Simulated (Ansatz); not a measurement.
**Geometry relaxation, with input and output: MoP (part 1 of 2)**

The run: geometry relaxation of MoP (2 atoms in the cell). Method and program: DFT, r2SCAN, PAW with Ansatz's default frozen-core files, scalar-relativistic, no spin polarisation (Ansatz 0.2.0).

The structure derives from an entry of the Crystallography Open Database. Its volume is 0.85 times that of the source entry. It belongs to a series of runs on one base structure; here: shape and atoms relaxed at 0.85 of the volume. Figures and captions count atoms from 1; the log counts them from 0 in places.

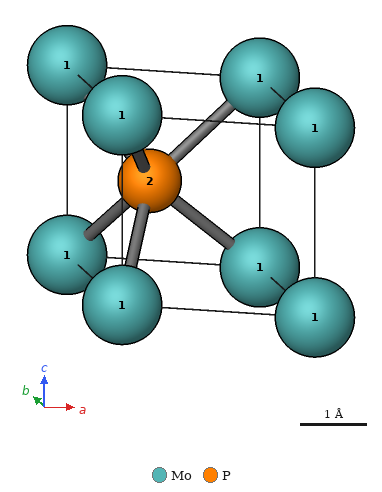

*The structure as given in the input (ball-and-stick view of the cell of the calculation, seen slightly off an axis; atoms are numbered from 1 in the order of the input).*

### Input file
```yaml
crystal:
  lattice:
    - [3.0530455285, 0.0, 0.0]
    - [-1.5265227642, 2.6440149865, 0.0]
    - [0.0, 0.0, 3.0227329449]
  atoms:
    - { symbol: Mo, position: [0.0, 0.0, 0.0] }
    - { symbol: P, position: [0.3333333333, 0.6666666667, 0.5] }
kpoints:
  mp_grid: { grid: [13, 13, 11] }
scf:
  occupations: { method: fermi_dirac, width: 0.05 }
hamiltonian:
  xc: r2scan
  pseudopotentials: { kind: paw }
output:
  forces: true
  stress: true
  write_density: true
  write_potential: true
  elf: true
  volumetric_format: npy
relax:
  f_tol: 0.01
  max_steps: 30
  cell: { stress_tol: 0.1, fix: [volume] }
```

Hardware: 1 thread of AMD EPYC (Zen 3), 16 GiB of memory available, shared host.

Launched with:
```bash
ansatz run input.yaml --threads 1 --pin off --max-ram 2048MiB --backend cpu --events-out ev --progress --plain --runs-dir out
```

### What the program printed
```
Engine: ansatz 0.2.0, x86_64-unknown-linux-gnu
Pseudopotentials: kind: paw
Pseudopotential: Mo, paw, valence charge 14, recommended cutoff 500 eV (meta_gga), Mo.paw.azcp
Pseudopotential: P, paw, valence charge 5, recommended cutoff 500 eV (meta_gga), P.paw.azcp
Functional definition: r2SCAN
  parameter k0 = 0.174
  parameter k1 = 0.065
  parameter a1 = 4.9479
  exchange = r2scan_x(k0 = k0, k1 = k1, a1 = a1)
  correlation = r2scan_c
Crystal: 2 atoms, lattice volume = 24.400 Å³
Basis set: ecut = 500 eV, 635 PW (Γ), exchange–correlation on 96×96×96 points (64 copies of the dense FFT grid, shifted against one another)
Bands: 14, of which v1, the nominal top of the filled ones, is band 10 counted from 1 (9 counted from 0)
Symmetry: 12 space group operations
Space group: P-6m2 (ITA 187), of the structure as read, at distance tolerance 2.9e-5 Å
k-points: 126 of 1859 (time reversal used)
Non-local potential: Mo, projectors of the file, l = 0: 3, l = 1: 2, l = 2: 2, l = 3: 1
Non-local potential: P, projectors of the file, l = 0: 2, l = 1: 2, l = 2: 2
PAW form: soft (Blöchl's): semilocal exchange-correlation on the pseudo side does not see the compensation charge
PAW frozen core: Mo, regenerated for the run's functional (the file was generated under x = pbe(κ = 0.804, μ = 0.2195149727645171), c = pbe(β = 0.06672455060314922))
PAW frozen core: P, regenerated for the run's functional (the file was generated under x = pbe(κ = 0.804, μ = 0.2195149727645171), c = pbe(β = 0.06672455060314922))
PAW one-centre angular grid: Mo, 590 points (default); XC on 160 Gauss nodes
PAW one-centre angular grid: P, 302 points (default); XC on 160 Gauss nodes
Initial density: superposition of atomic densities (neutral atoms: chi_scale 0, normalization atom), corrected by the library's trained network
Initial wavefunctions: pseudopotential atomic-orbital guess
Functional: x = r2scan, c = r2scan; τ floored in thin density (d = 2e-4 eV/Å³)
SCF iter   1: F=—  HF=-5727.467998 eV  |F-HF|=—  |Δ(HF+E_count)|=         —  Δρ=9.95e-3  dr2=8.65e-3  dr2_τ=5.42e-2  ethr=1.77e-3  ⟨swp⟩=6.0  Hψ=11175  notcnv=0
preconditioner: auto → none  [metal: Δε(μ)=0.031 eV  Ē_g=10.680 eV  σ=0.050 eV  W_gap=0.15  n_scr=8 (ndim 8)  ℏωp=24.9 eV  f_vac=0.000  D(μ)=0.65/eV (n_scr^D=2)  sad-step TF]
SCF iter   2: F=—  HF=-5727.522419 eV  |F-HF|=—  |Δ(HF+E_count)|=   5.44e-2  Δρ=6.52e-3  dr2=3.70e-3  dr2_τ=1.90e-4  ethr=4.55e-5  ⟨swp⟩=2.5  Hψ=4398  notcnv=0  defer=24
SCF iter   3: F=—  HF=-5727.525550 eV  |F-HF|=—  |Δ(HF+E_count)|=   3.13e-3  Δρ=8.29e-4  dr2=1.32e-4  dr2_τ=1.93e-5  ethr=1.95e-5  ⟨swp⟩=2.0  Hψ=3354  notcnv=0  defer=24
SCF iter   4: F=—  HF=-5727.525640 eV  |F-HF|=—  |Δ(HF+E_count)|=   9.01e-5  Δρ=3.33e-4  dr2=2.47e-5  dr2_τ=4.02e-6  ethr=6.93e-7  ⟨swp⟩=2.0  Hψ=2444  notcnv=0  defer=24
SCF iter   5: F=—  HF=-5727.525649 eV  |F-HF|=—  |Δ(HF+E_count)|=   8.45e-6  Δρ=2.51e-4  dr2=1.78e-5  dr2_τ=1.89e-6  ethr=1.30e-7  ⟨swp⟩=2.5  Hψ=2835  notcnv=0  defer=24
SCF iter   6: F=—  HF=-5727.525649 eV  |F-HF|=—  |Δ(HF+E_count)|=   2.29e-7  Δρ=7.32e-5  dr2=1.37e-6  dr2_τ=2.19e-8  ethr=9.38e-8  ⟨swp⟩=2.5  Hψ=2407  notcnv=0  defer=24
SCF iter   7: F=-5727.525649 eV  HF=-5727.525649 eV  |F-HF|=1.35e-9  |Δ(HF+E_count)|=   1.18e-7  Δρ=1.00e-5  dr2=2.22e-8  dr2_τ=2.39e-9  ethr=5.26e-10  ⟨swp⟩=6.9  Hψ=11067  notcnv=0
SCF 1 converged in 7 iterations: F = -5727.525649 eV  dr2 = 2.22e-8
  greatest PAW one-centre occupation: 0.997 electrons in one spin orbital (limit 2), on the Mo atom at site 0 (counted from 0), in its partial waves of l = 0
relax step   1: F+E_penalty+E_count = -5727.52564927 eV  Δ(F+E_penalty+E_count) = +0.000e0 eV  max|allowed force component| = 3.701e-17 eV/Å  Δτ_max = 0.0000 Å  P = +55.314 GPa  Ω = 24.400 Å³  fix = [volume]  reactions: volume +55.314 GPa  (7 SCF iters, dr2 threshold 1.00e-7 eV, accepted)
Initial density: handed on by an earlier stage of this run
Initial wavefunctions: those handed on with the density
iter 1 solved again at ethr=4.22e-5 eV; its pass at ethr=3.10e-3 eV (dr2=8.02e-3 eV) is discarded
SCF iter   1: F=—  HF=-5727.508980 eV  |F-HF|=—  |Δ(HF+E_count)|=         —  Δρ=5.83e-3  dr2=8.54e-3  dr2_τ=2.80e-2  ethr=4.22e-5  ⟨swp⟩=1.8  Hψ=12470  notcnv=0
preconditioner: auto → none  [metal: Δε(μ)=0.006 eV  Ē_g=10.589 eV  σ=0.050 eV  W_gap=0.03  n_scr=8 (ndim 8)  ℏωp=24.9 eV  f_vac=0.000  D(μ)=0.74/eV (n_scr^D=2)]
SCF iter   2: F=—  HF=-5727.528757 eV  |F-HF|=—  |Δ(HF+E_count)|=   1.98e-2  Δρ=2.29e-3  dr2=6.06e-4  dr2_τ=7.44e-5  ethr=4.22e-5  ⟨swp⟩=2.0  Hψ=3388  notcnv=0
SCF iter   3: F=—  HF=-5727.528985 eV  |F-HF|=—  |Δ(HF+E_count)|=   2.28e-4  Δρ=1.11e-3  dr2=1.76e-4  dr2_τ=2.96e-5  ethr=3.19e-6  ⟨swp⟩=2.5  Hψ=2548  notcnv=0
SCF iter   4: F=—  HF=-5727.529050 eV  |F-HF|=—  |Δ(HF+E_count)|=   6.56e-5  Δρ=5.39e-4  dr2=7.48e-5  dr2_τ=1.14e-5  ethr=9.27e-7  ⟨swp⟩=2.1  Hψ=2523  notcnv=0
SCF iter   5: F=—  HF=-5727.529048 eV  |F-HF|=—  |Δ(HF+E_count)|=   2.04e-6  Δρ=4.24e-5  dr2=2.30e-7  dr2_τ=2.43e-8  ethr=3.94e-7  ⟨swp⟩=2.2  Hψ=2406  notcnv=0
SCF iter   6: F=-5727.529049 eV  HF=-5727.529049 eV  |F-HF|=2.44e-9  |Δ(HF+E_count)|=   3.15e-7  Δρ=7.92e-6  dr2=6.17e-9  dr2_τ=6.07e-9  ethr=1.05e-9  ⟨swp⟩=8.9  Hψ=10772  notcnv=0
SCF 2 converged in 6 iterations: F = -5727.529049 eV  dr2 = 6.17e-9
relax step   2: F+E_penalty+E_count = -5727.52904878 eV  Δ(F+E_penalty+E_count) = -3.400e-3 eV  max|allowed force component| = 1.850e-17 eV/Å  Δτ_max = 0.0000 Å  P = +52.577 GPa  Ω = 24.400 Å³  energy of the carried Pulay correction = +6.218e-6 eV  fix = [volume]  reactions: volume +52.577 GPa  (6 SCF iters, dr2 threshold 2.00e-7 eV, accepted)
iter 1 solved again at ethr=8.22e-6 eV; its pass at ethr=3.10e-3 eV (dr2=1.56e-3 eV) is discarded
SCF iter   1: F=—  HF=-5727.534935 eV  |F-HF|=—  |Δ(HF+E_count)|=         —  Δρ=2.55e-3  dr2=1.58e-3  dr2_τ=5.65e-3  ethr=8.22e-6  ⟨swp⟩=1.5  Hψ=12253  notcnv=0
preconditioner: auto → none  [metal: Δε(μ)=0.015 eV  Ē_g=10.622 eV  σ=0.050 eV  W_gap=0.07  n_scr=8 (ndim 8)  ℏωp=24.9 eV  f_vac=0.000  D(μ)=0.70/eV (n_scr^D=2)]
SCF iter   2: F=—  HF=-5727.539370 eV  |F-HF|=—  |Δ(HF+E_count)|=   4.44e-3  Δρ=1.03e-3  dr2=1.09e-4  dr2_τ=1.32e-5  ethr=8.22e-6  ⟨swp⟩=2.0  Hψ=2863  notcnv=0
SCF iter   3: F=—  HF=-5727.539421 eV  |F-HF|=—  |Δ(HF+E_count)|=   5.03e-5  Δρ=4.48e-4  dr2=2.27e-5  dr2_τ=3.42e-6  ethr=5.72e-7  ⟨swp⟩=2.3  Hψ=2432  notcnv=0
SCF iter   4: F=—  HF=-5727.539439 eV  |F-HF|=—  |Δ(HF+E_count)|=   1.86e-5  Δρ=2.34e-4  dr2=1.91e-5  dr2_τ=2.58e-6  ethr=1.19e-7  ⟨swp⟩=2.0  Hψ=2793  notcnv=0
SCF iter   5: F=-5727.539435 eV  HF=-5727.539435 eV  |F-HF|=3.86e-8  |Δ(HF+E_count)|=   4.10e-6  Δρ=1.85e-5  dr2=4.42e-8  dr2_τ=4.04e-9  ethr=1.05e-9  ⟨swp⟩=7.8  Hψ=11714  notcnv=0
SCF 3 converged in 5 iterations: F = -5727.539435 eV  dr2 = 4.42e-8
relax step   3: F+E_penalty+E_count = -5727.53943511 eV  Δ(F+E_penalty+E_count) = -1.039e-2 eV  max|allowed force component| = 9.252e-18 eV/Å  Δτ_max = 0.0000 Å  P = +53.738 GPa  Ω = 24.400 Å³  energy of the carried Pulay correction = +3.391e-6 eV  fix = [volume]  reactions: volume +53.738 GPa  (5 SCF iters, dr2 threshold 2.00e-7 eV, accepted)
iter 1 solved again at ethr=1.21e-8 eV; its pass at ethr=3.10e-3 eV (dr2=2.31e-6 eV) is discarded
SCF iter   1: F=—  HF=-5727.539442 eV  |F-HF|=—  |Δ(HF+E_count)|=         —  Δρ=1.15e-4  dr2=2.77e-6  dr2_τ=9.93e-6  ethr=1.21e-8  ⟨swp⟩=3.2  Hψ=11853  notcnv=0
preconditioner: auto → none  [metal: Δε(μ)=0.026 eV  Ē_g=10.626 eV  σ=0.050 eV  W_gap=0.13  n_scr=8 (ndim 8)  ℏωp=24.9 eV  f_vac=0.000  D(μ)=0.68/eV (n_scr^D=2)]
SCF iter   2: F=—  HF=-5727.539450 eV  |F-HF|=—  |Δ(HF+E_count)|=   8.14e-6  Δρ=4.95e-5  dr2=2.45e-7  dr2_τ=2.83e-8  ethr=1.21e-8  ⟨swp⟩=2.0  Hψ=2831  notcnv=0
SCF iter   3: F=-5727.539450 eV  HF=-5727.539450 eV  |F-HF|=2.50e-8  |Δ(HF+E_count)|=   1.51e-7  Δρ=2.21e-5  dr2=5.90e-8  dr2_τ=8.69e-9  ethr=7.29e-10  ⟨swp⟩=8.2  Hψ=9718  notcnv=0
SCF 4 converged in 3 iterations: F = -5727.539450 eV  dr2 = 5.90e-8
relax step   4: F+E_penalty+E_count = -5727.53945033 eV  Δ(F+E_penalty+E_count) = -1.522e-5 eV  max|allowed force component| = 1.388e-17 eV/Å  Δτ_max = 0.0000 Å  P = +53.789 GPa  Ω = 24.400 Å³  energy of the carried Pulay correction = +3.274e-6 eV  fix = [volume]  reactions: volume +53.789 GPa  (3 SCF iters, dr2 threshold 1.38e-7 eV, accepted)
Initial wavefunctions: pseudopotential atomic-orbital guess (no wavefunctions were taken with the density)
iter 1 solved again at ethr=3.40e-8 eV; its pass at ethr=3.10e-3 eV (dr2=6.45e-6 eV) is discarded
SCF iter   1: F=—  HF=-5727.539447 eV  |F-HF|=—  |Δ(HF+E_count)|=         —  Δρ=1.04e-4  dr2=1.70e-7  dr2_τ=6.29e-7  ethr=3.40e-8  ⟨swp⟩=3.5  Hψ=16334  notcnv=0
preconditioner: auto → none  [metal: Δε(μ)=0.027 eV  Ē_g=10.626 eV  σ=0.050 eV  W_gap=0.13  n_scr=8 (ndim 8)  ℏωp=24.9 eV  f_vac=0.000  D(μ)=0.68/eV (n_scr^D=2)]
SCF iter   2: F=—  HF=-5727.539453 eV  |F-HF|=—  |Δ(HF+E_count)|=   6.30e-6  Δρ=5.17e-5  dr2=4.53e-8  dr2_τ=2.90e-7  ethr=8.97e-10  ⟨swp⟩=2.2  Hψ=2549  notcnv=0
SCF iter   3: F=—  HF=-5727.539455 eV  |F-HF|=—  |Δ(HF+E_count)|=   2.42e-6  Δρ=1.46e-5  dr2=3.66e-8  dr2_τ=1.75e-8  ethr=2.38e-10  ⟨swp⟩=2.0  Hψ=2790  notcnv=0
SCF iter   4: F=—  HF=-5727.539455 eV  |F-HF|=—  |Δ(HF+E_count)|=   1.04e-7  Δρ=2.05e-6  dr2=4.21e-10  dr2_τ=6.95e-11  ethr=1.93e-10  ⟨swp⟩=2.5  Hψ=2573  notcnv=0
SCF iter   5: F=-5727.539455 eV  HF=-5727.539455 eV  |F-HF|=1.64e-11  |Δ(HF+E_count)|=  4.98e-10  Δρ=3.56e-7  dr2=1.60e-11  dr2_τ=4.72e-12  ethr=1.00e-12  ⟨swp⟩=6.4  Hψ=8101  notcnv=0
SCF 5 converged in 5 iterations: F = -5727.539455 eV  dr2 = 1.60e-11
relax step   5: F+E_penalty+E_count = -5727.53945545 eV  Δ(F+E_penalty+E_count) = -5.116e-6 eV  max|allowed force component| = 3.701e-17 eV/Å  Δτ_max = 0.0000 Å  P = +53.789 GPa  Ω = 24.400 Å³  fix = [volume]  reactions: volume +53.789 GPa  stress off target by 1.53e-2 GPa on what of the cell is left free  SCF on the basis re-selected at this cell (its energy is not comparable with the rows above)  (5 SCF iters)
```

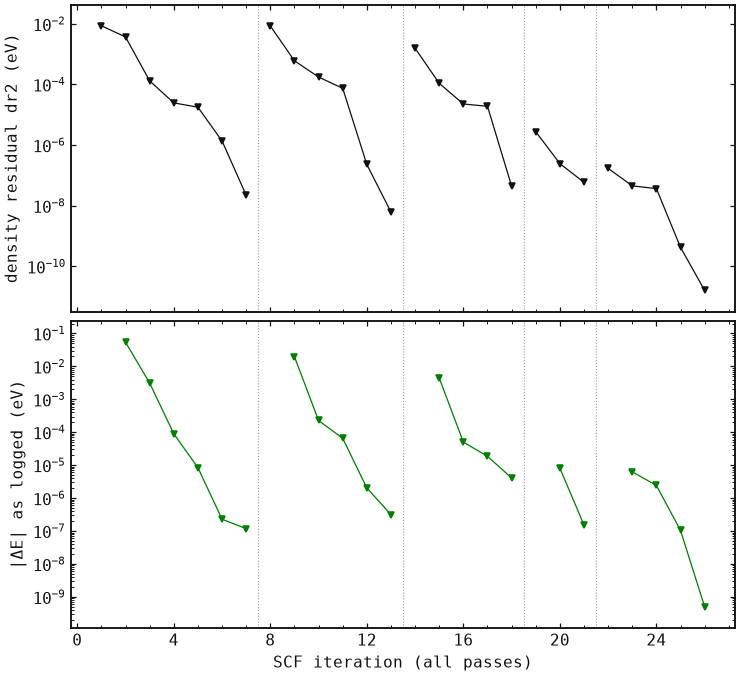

*Convergence of the self-consistent field: density residual dr2 and size of the energy change against the SCF iteration. The dotted lines part the SCF passes of the relaxation: geometry steps, rejected trials and re-solves on a re-selected basis.*

The 5 passes take 3 to 7 iterations each, 26 in all.

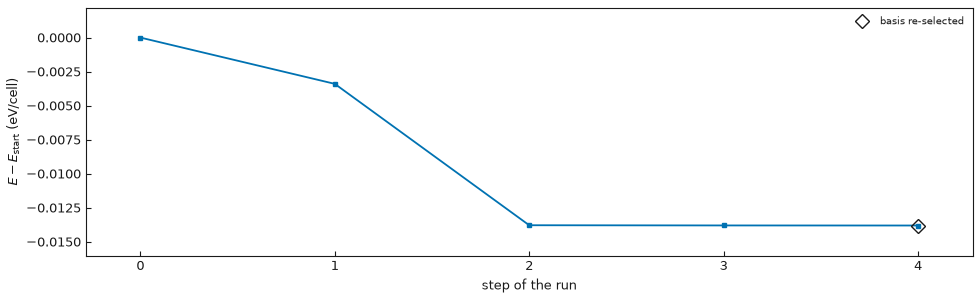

*Progress of the relaxation, step by step (the first geometry is step 0 here and step 1 in the log).*
